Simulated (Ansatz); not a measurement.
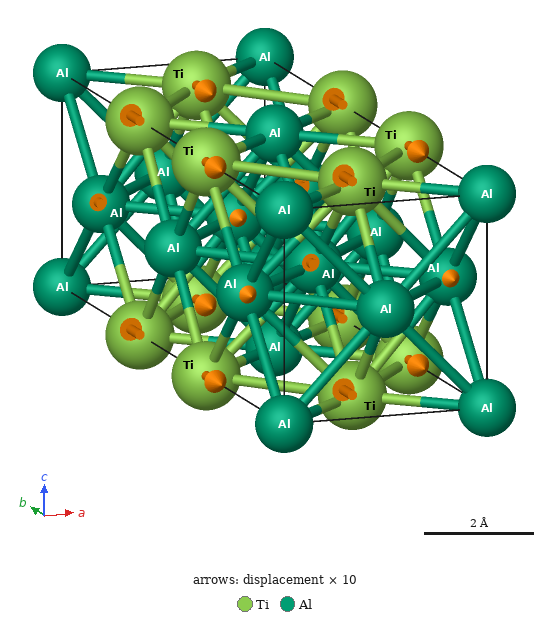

This is a relaxation of a crystal of TiAl2 (set up in Cmmm). The starting structure is drawn; orange arrows show the displacements (the part carried along by the change of the cell is left out), 10 times their true length.

A ball-and-stick model of the conventional cell (2 times the calculation's cell), seen slightly off an axis. Lengths and directions refer to the drawn axes.

Case: relaxed ecut: 350 eV.

These are results of DFT PBEsol, scalar-relativistic, plane waves, PAW (Ansatz), not measurements.

Input file:
```yaml
crystal:
  lattice:
    - [1.97955, -6.0472, 0.0]
    - [1.97955, 6.0472, 0.0]
    - [0.0, 0.0, 4.0315]
  atoms:
    - { symbol: Ti, position: [0.649, 0.351, 0.0] }
    - { symbol: Ti, position: [0.351, 0.649, 0.0] }
    - { symbol: Al, position: [0.0, 0.0, 0.0] }
    - { symbol: Al, position: [0.824, 0.176, 0.5] }
    - { symbol: Al, position: [0.176, 0.824, 0.5] }
    - { symbol: Al, position: [0.5, 0.5, 0.5] }
basis:
  ecutwfc: 350
kpoints:
  mp_grid: { grid: [10, 10, 10] }
hamiltonian:
  xc: pbesol
scf:
  occupations: { method: gaussian, width: 0.1 }
output:
  forces: true
  stress: true
  eigenvalues: true
relax:
  adjacent_minimum: "off"
  f_tol: 0.01
  max_steps: 60
  cell: { stress_tol: 0.05 }
```

Launched with:
```bash
ansatz run input.yaml --threads 1 --pin off --max-ram 2560MiB --backend cpu --events-out ev --progress --plain --runs-dir out
```

**Atoms of which element are displaced furthest, and by how much?**

Titanium: up to 0.087 Å, against 0.038 Å for aluminium.

**What did the optimiser do to the structure, and how much energy did it gain?**

After 5 accepted moves (8 points after the start) the energy has fallen by 20.0 meV per atom. The largest force component goes from 0.86 to 0.00077 eV/Å. Pressure: −2.83 GPa at the start and −0.01 GPa at the end. The line search rejected the trial step at point 1 of the run. At 2 points the geometry stayed and the basis and grid were re-selected for the new cell (energy shift of 2.3 meV per atom at most each time). The largest moves relative to the cell, 0.087 Å, are those of Ti1 and Ti2. Ti2 goes along +b. By element the largest moves are Ti 0.087 Å, Al 0.038 Å. Cell: a 3.959 → 3.900 Å (−1.5 %), b 12.094 → 12.053 Å (−0.3 %), c 4.032 → 3.972 Å (−1.5 %). Volume −3.3 %. Some distances before and after: Ti1–Ti2 3.144 → 2.986 Å, Ti1–Al4 2.923 → 2.862 Å, Ti1–Al5 2.844 → 2.790 Å, Al3–Al4 2.932 → 2.878 Å. The space group stays Cmmm (No. 65).

Limits of the set-up: the cutoff lies below the recommended one.
